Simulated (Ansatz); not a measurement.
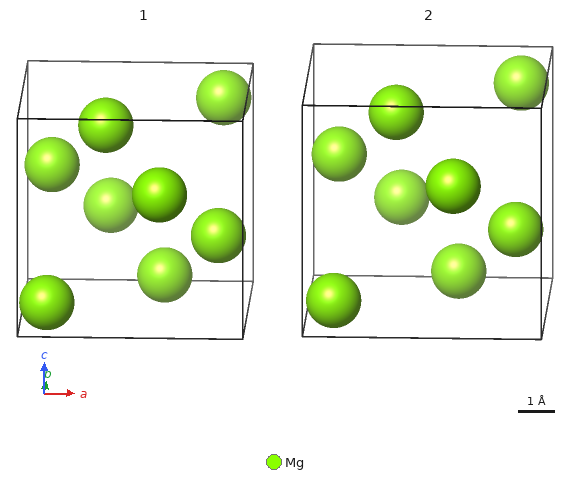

Two geometries of crystalline Mg (a generated structure, set up in Fd-3m), drawn at one scale. One is the start of a relaxation, the other its converged end. A spheres-only model of the conventional cell (4 times the calculation's cell), seen from a free direction. Lengths and directions refer to the drawn axes.

Method: Ansatz, DFT, LDA (PW92), plane waves (420 eV) with PAW, scalar-relativistic. (plane-wave cutoff 420 eV; k-point mesh 9 × 9 × 9; occupations fermi dirac; smearing width 0.1 eV; no spin polarisation; cell and atoms relaxed; force threshold 0.01 eV/Å; at most 60 steps)

> Which geometry has the lower energy?

Structure 2 is the relaxed one. Phase: diamond. No atom moves by more than 0.005 Å relative to the cell. The volume changes by +19.5 %, with a = b = c 6.308 → 6.693 Å (+6.1 %). Among the contacts that change: Mg–Mg 2.731 → 2.898 Å. The space group stays Fd-3m (No. 227). The energy falls by 53.8 meV per atom in 3 accepted moves (4 points after the start). All forces vanish by symmetry, so only the cell relaxes. The pressure goes from 3.23 to 0.02 GPa. At 1 point the geometry stayed and the basis and grid were re-selected for the new cell (energy shift of 0.4 meV per atom at most each time). The program noted that a PAW file was made for another functional than the run's. The run took 2.2 s on 2 threads of Intel(R) Xeon(R) Platinum 8559C (Emerald Rapids) (shared host), peak memory 0.44 GiB.
